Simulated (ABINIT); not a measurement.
G0W0 calculation, with input and output: GaN (part 4 of 4)

The same run, continued: GaN (P6₃mc, 4 atoms in the cell); Kohn-Sham DFT of a periodic cell, LDA, PseudoDojo NC SR LDA v0.4.1 standard, G0W0, no spin polarisation (ABINIT 10.8.3); cutoff 1142.88 eV, 6×6×3 k-mesh, fixed occupations. The structure derives from an entry of the Crystallography Open Database.

Geometry of the input (Å; fractional positions):
```
3.1503  0.0000  0.0000
-1.5752  2.7283  0.0000
0.0000  0.0000  5.1357
Ga 0.6667  0.3333  0.4993
Ga 0.3333  0.6667  -0.0007
N  0.6667  0.3333  0.8757
N  0.3333  0.6667  0.3757
```

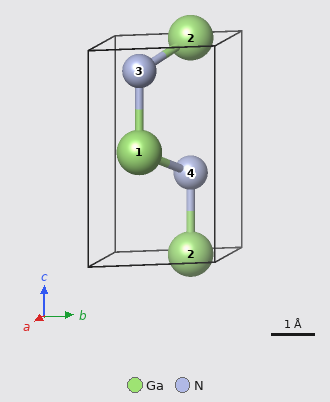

The structure (ball-and-stick view of the cell of the calculation, seen slightly off an axis; atoms are numbered from 1 in the order of the input).

**Log, continued**
```
 ==== Q-mesh for screening function ====
 Number of points in the irreducible wedge :    14
 Reduced coordinates and weights :

     1)     0.00000000E+00  0.00000000E+00  0.00000000E+00       0.00926
     2)     1.66666667E-01  0.00000000E+00  0.00000000E+00       0.05556
     3)     3.33333333E-01  0.00000000E+00  0.00000000E+00       0.05556
     4)     5.00000000E-01  0.00000000E+00  0.00000000E+00       0.02778
   [... 10 further points ...]

 Together with 12 symmetry operations and time-reversal symmetry
 yields   108 points in the full Brillouin Zone.

 vcoul_init : cutoff-mode = AUXILIARY_FUNCTION
 q-points for optical limit:   1
     1)      0.000010    0.000020    0.000030
 setmesh: FFT mesh size selected  =    32x   32x   60
          total number of points  =        61440

 Parameters for the analytic continuation of Sigma_c(i omega):
  Mesh type:                      = linear
  Number of imaginary frequencies =  10
  Min frequency on imag axis (eV) =    0.000
  Max frequency on imag axis (eV) =   20.000

 setup_sigma: calculating Sigma(iw) at imaginary frequencies (eV) (Fermi Level set to 0)

     0.000       0.000
     0.000       2.222
     0.000       4.444
     0.000       6.667
     0.000       8.889
     0.000      11.111
     0.000      13.333
     0.000      15.556
     0.000      17.778
     0.000      20.000

 Number of electrons calculated from density =   36.0000; Expected =   36.0000
 average of density, n =  0.120854
 r_s =    1.2547
 omega_plasma =   33.5341 [eV]

 === KS Band Gaps ===
  >>>> For spin  1
   Minimum direct gap =   2.1795 [eV], located at k-point      :   0.0000  0.0000  0.0000
   Fundamental gap    =   2.1795 [eV], Top of valence bands at :   0.0000  0.0000  0.0000
                                       Bottom of conduction at :   0.0000  0.0000  0.0000
 SIGMA fundamental parameters:
 ANALYTIC CONTINUATION
 number of plane-waves for SigmaX                 3887
 number of plane-waves for SigmaC and W            537
 number of plane-waves for wavefunctions          3887
 number of bands                                   260
 number of independent spin polarizations            1
 number of spinorial components                      1
 number of k-points in IBZ                          14
 number of q-points in IBZ                          14
 number of symmetry operations                      12
 number of k-points in BZ                          108
 number of q-points in BZ                          108
 number of frequencies for dSigma/dE                 9
 frequency step for dSigma/dE [eV]                0.25
 number of omega for Sigma on real axis              0
 max omega for Sigma on real axis  [eV]           0.00
 zcut for avoiding poles [eV]                     0.10
 number of imaginary frequencies for Sigma          10
 max omega for Sigma on imag axis  [eV]          20.00

 EPSILON^-1 parameters (SCR file):
 dimension of the eps^-1 matrix on file            537
 dimension of the eps^-1 matrix used               537
 number of plane-waves for wavefunctions          1785
 number of bands                                   260
 number of q-points in IBZ                          14
 number of frequencies                              13
 number of real frequencies                          1
 number of imag frequencies                         12

 matrix elements of self-energy operator (all in [eV])

 Perturbative Calculation

--- !SelfEnergy_ee
iteration_state: {dtset: 4, }
kpoint     : [   0.000,    0.000,    0.000, ]
spin       : 1
KS_gap     :    2.179
QP_gap     :    3.101
Delta_QP_KS:    0.922
data: !SigmaeeData |
     Band     E0 <VxcDFT>   SigX SigC(E0)      Z dSigC/dE  Sig(E)    E-E0       E
       17  -1.090 -18.371 -21.435   2.377   0.839  -0.191 -18.946  -0.575  -1.665
       17   0.000   0.000   0.000   0.010   0.017   0.024  -0.011  -0.011  -0.011
       18  -1.090 -18.371 -21.435   2.377   0.839  -0.191 -18.946  -0.575  -1.665
       18   0.000   0.000   0.000   0.010   0.017   0.024  -0.011  -0.011  -0.011
       19   1.090 -14.366 -10.022  -3.930   0.839  -0.192 -14.020   0.347   1.436
       19   0.000   0.000   0.000  -0.015   0.003   0.004  -0.010  -0.010  -0.010
...

== END DATASET(S) ==============================================================
================================================================================

 -outvars: echo values of variables after computation  --------
            acell      5.9532771538E+00  5.9532771569E+00  9.7050326888E+00 Bohr
           etotal1    -1.7354976142E+02
           etotal3     0.0000000000E+00
           etotal4     0.0000000000E+00
            fcart1    -2.3157570505E-26 -2.6740059111E-26  1.6177319473E-05
                       2.3157570505E-26 -1.0599566871E-36  1.6177319473E-05
                      -0.0000000000E+00  1.3370029556E-26 -1.6177319473E-05
                      -0.0000000000E+00  1.3370029556E-26 -1.6177319473E-05
            fcart3     0.0000000000E+00  0.0000000000E+00  0.0000000000E+00
                       0.0000000000E+00  0.0000000000E+00  0.0000000000E+00
                       0.0000000000E+00  0.0000000000E+00  0.0000000000E+00
                       0.0000000000E+00  0.0000000000E+00  0.0000000000E+00
            fcart4     0.0000000000E+00  0.0000000000E+00  0.0000000000E+00
                       0.0000000000E+00  0.0000000000E+00  0.0000000000E+00
                       0.0000000000E+00  0.0000000000E+00  0.0000000000E+00
                       0.0000000000E+00  0.0000000000E+00  0.0000000000E+00
            rprim      1.0000000000E+00  0.0000000000E+00  0.0000000000E+00
                      -4.9999999970E-01  8.6602540390E-01  0.0000000000E+00
                       0.0000000000E+00  0.0000000000E+00  1.0000000000E+00
           strten1     5.0686749858E-07  5.0683576455E-07  1.1161421849E-06
                       0.0000000000E+00  0.0000000000E+00 -1.1102146212E-12
           strten3     0.0000000000E+00  0.0000000000E+00  0.0000000000E+00
                       0.0000000000E+00  0.0000000000E+00  0.0000000000E+00
           strten4     0.0000000000E+00  0.0000000000E+00  0.0000000000E+00
                       0.0000000000E+00  0.0000000000E+00  0.0000000000E+00
           xangst      1.5751692990E+00  9.0942441935E-01  2.5642161961E+00
                       8.3251632677E-11  1.8188488387E+00 -3.6248671585E-03
                       1.5751692990E+00  9.0942441935E-01  4.4973467278E+00
                       8.3251632677E-11  1.8188488387E+00  1.9295056646E+00
             xred      6.6666666667E-01  3.3333333333E-01  4.9929418000E-01
                       3.3333333333E-01  6.6666666667E-01 -7.0582000000E-04
                       6.6666666667E-01  3.3333333333E-01  8.7570582000E-01
                       3.3333333333E-01  6.6666666667E-01  3.7570582000E-01
 Calculation completed.
```

**Results in brief**

| quantity | value |
| --- | --- |
| outcome | converged |
| space group (tolerance 0.01 Å) | P6₃mc (186) |
| electrons treated | 36 |
| quasiparticle gap | 3.10 eV |
| gap on the k-point mesh | 2.18 eV |
| wall time | 68 min (CPU time 4.6 h) |
| peak memory | 5.9 GiB |

**Remarks**

The record of the run, not the program, notes: Slow version without MPI-IO support. Processors send data to master; FFT mesh not compatible with symmetries. Wavefunction symmetrization should not be done in r-space!.
